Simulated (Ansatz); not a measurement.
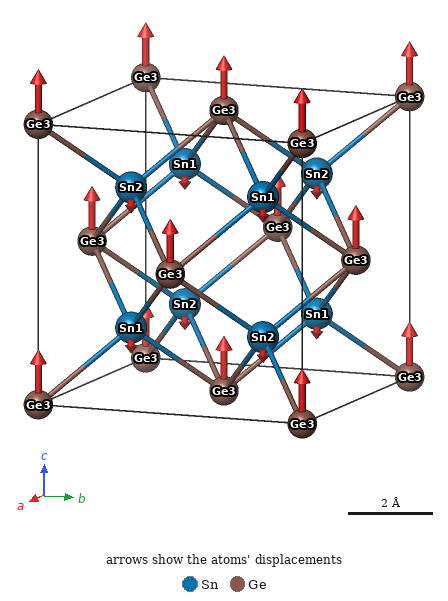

Phonons of crystalline Sn₂Ge (a generated structure), space group Fm-3m (No. 225), at the zone centre. The optical levels lie at 91 (×3), 127 (×3) cm⁻¹. One mode is drawn. The red arrows are the displacements of the atoms (eigenvector over the root of the mass), of arbitrary overall length and sign. Style: ball-and-stick. Shown: the conventional cell (4 times the calculation's cell), slightly off an axis. Lengths and directions refer to the drawn axes.

These are results of Ansatz 0.2.0, DFT LDA, scalar-relativistic, plane waves, PAW, not measurements. (plane-wave cutoff 420 eV; k-point mesh 12 × 12 × 12; occupations fermi dirac; smearing width 0.15 eV; no spin polarisation)

The frequencies depend somewhat on the k-mesh and the smearing.

### Which of these frequencies is the drawn mode's?

The level at 127 cm⁻¹. This is the T₁u mode (triply degenerate; one member of the set is drawn), the highest optical level, infrared-active by symmetry. The Ge sublattice moves against the Sn sublattice, along c; the kinetic energy is shared as Ge 77 %, Sn 23 %. The crystal is a metal, so free carriers screen the infrared response.
